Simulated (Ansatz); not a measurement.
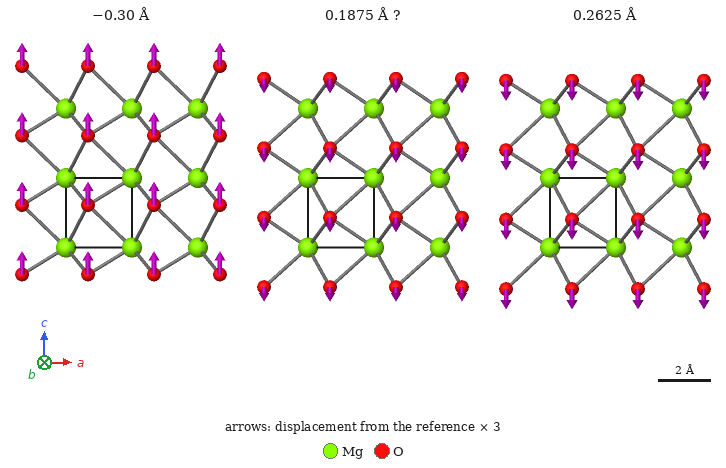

Energy scan for a crystal of MgO (P-6m2), in which the whole O sublattice is shifted rigidly, towards the nearest copy of atom 2 (O) at 2.680 Å, all else fixed. A ball-and-stick model of the cell of the calculation, repeated 2 × 2 × 2 with one cell outlined, seen along the b axis. Purple arrows: displacements from the reference.

Level of theory: DFT PBEsol, scalar-relativistic, plane waves, PAW in Ansatz 0.2.0. Settings: plane-wave cutoff 420 eV; k-point mesh 9 × 9 × 8; occupations gaussian; smearing width 0.05 eV; no spin polarisation. Energies (free energies at the smearing named) are counted from the cell as listed in its source, which wasn't relaxed.

| displacement (Å) | E − E(ref) (meV/cell) |
| --- | --- |
| −0.3000 | 155.2 |
| −0.1500 | 37.9 |
| 0.0000 | 0.0 |
| 0.0375 | 2.4 |
| 0.0750 | 9.4 |
| 0.1125 | 21.3 |
| 0.1875 | ? |
| 0.2250 | 86.2 |
| 0.2625 | 118.1 |

Question: Estimate the missing energy from the other rows, and compare with the calculation.

Answer: A straight line between the two neighbours gives 64.6 meV/cell. A cubic through the four nearest rows (0.0750, 0.1125, 0.2250, 0.2625) gives, with Lagrange weights, (−0.2000)(9.4) + (0.5000)(21.3) + (1.0000)(86.2) + (−0.3000)(118.1) = 59.5 meV/cell. The calculation gives 59.5 meV/cell, so the cubic is right to the digits shown and the straight line 5.1 meV/cell too high, as the curve bends upwards here.

The whole profile:

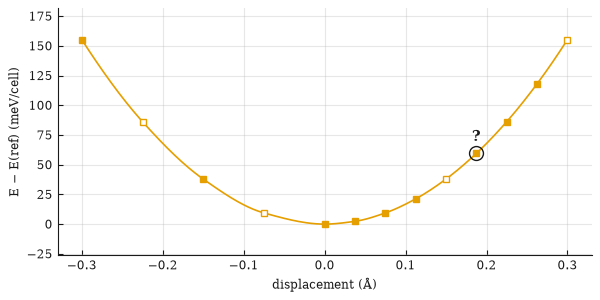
